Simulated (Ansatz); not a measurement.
System: TiO₂, space group I4_1/amd (No. 141).

The given structure:
```xyz
12
Lattice="-3.7992 0.0000 0.0000 0.0000 -3.7992 0.0000 0.0000 0.0000 9.6969" Properties=species:S:1:pos:R:3 pbc="T T T"
Ti    0.0000   -3.7992    6.0606
Ti   -1.8996   -1.8996    1.2121
Ti   -1.8996    0.0000    3.6363
Ti    0.0000   -1.8996    8.4848
O     0.0000    0.0000    8.0630
O    -1.8996   -1.8996    3.2146
O    -1.8996    0.0000    5.6388
O     0.0000   -1.8996    0.7904
O    -1.8996    0.0000    1.6339
O     0.0000   -1.8996    6.4823
O     0.0000    0.0000    4.0581
O    -1.8996   -1.8996    8.9065
```

How it was computed, with Ansatz 0.2.0: rigid slide of a crystal across a plane by tilting cell vector c, one fault a cell, unrelaxed, by plane-wave density functional theory with PAW datasets, free energies less that of the undisturbed cell; scalar-relativistic. Level: PBE, no spin polarisation.

wave cutoff 420 eV; k mesh 7×7×3; occupations Gaussian; smearing width 0.05 eV; k shift (0, 0, 0) (mesh steps); start relaxed; height of the cut 0 (fraction of cell vector c); slip vector (0, 1) (multiples of cell vectors a and b).

The points at slip 0.6, 0.7, 0.8 and 0.9 follow from computed ones by symmetry.

Describe the result: the fault energy against slip. The slip takes the values 0.0, 0.1, 0.2, 0.3, 0.4, 0.5, 0.6, 0.7, 0.8, 0.9.

The highest fault energy among the points, the barrier to rigid slip along this vector, is 1780 mJ/m² at slip 0.5; no local minimum, hence no metastable fault, shows among the points. The spacing at cut is 1.58 Å.

```csv
slip (fraction of the slip vector),fault energy (mJ/m²)
0.0,0.0
0.1,82.3
0.2,397.4
0.3,958.3
0.4,1532.1
0.5,1777.6
0.6,1532.1
0.7,958.3
0.8,397.4
0.9,82.3
```

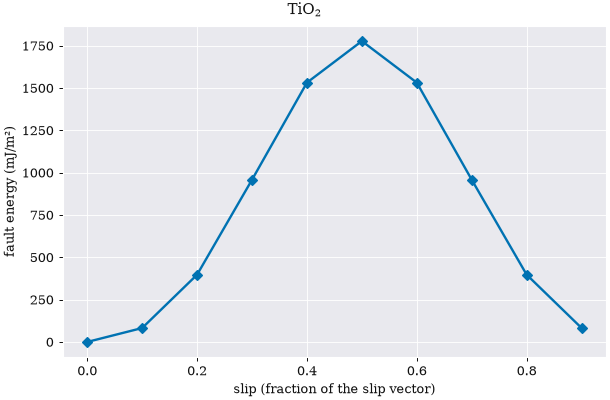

Caveats: odd k mesh can miss points on the zone edge.
